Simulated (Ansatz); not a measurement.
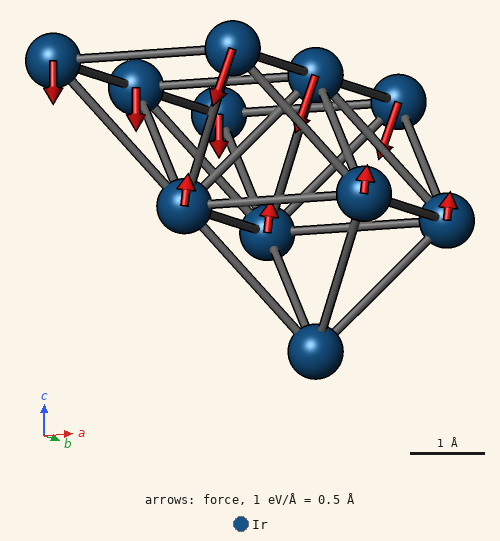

Starting geometry of a slab of composition Ir (cut from the Fm-3m phase) with the computed forces as red arrows. Style: ball-and-stick. Shown: the atoms within 4.2 Å of the atom that moves most (axes of the 1 × 3 repeat of the cell, outlined in the plane, without the vacuum (origin shifted)), from a free direction.

Case: stripe over 3 of 6 cells, two steps. 12 atoms are held fixed.

Level of theory: DFT PBEsol, scalar-relativistic, plane waves, PAW in Ansatz 0.2.0. Settings: plane-wave cutoff 420 eV; k-point mesh 2 × 12 × 1; occupations gaussian; smearing width 0.1 eV; no spin polarisation; dipole correction; atoms relaxed in a fixed cell; force threshold 0.02 eV/Å; at most 45 steps.

What follows when this structure is relaxed?

Answer. It isn't relaxed: the largest force vector, on Ir atoms, is 1.70 eV/Å. The final displacements follow the starting forces only in part (cosine between the two patterns 0.79). Over 4 accepted moves (5 points after the start) the energy falls by 0.518 eV per cell of the calculation. The largest force component goes from 1.6 to 0.019 eV/Å. 1 step only repeated the SCF at the same geometry. The largest moves, 0.16 Å, are those of Ir atoms. The cell doesn't change. Some distances before and after: Ir–Ir 2.708 → 2.604 Å, Ir–Ir 2.708 → 2.634 Å, Ir–Ir 2.708 → 2.769 Å, Ir–Ir 2.708 → 2.668 Å. The run took 16 min on 4 threads of AMD EPYC 7R43 64-Core Processor (Zen 3), on a shared host, peak memory 5.4 GiB.
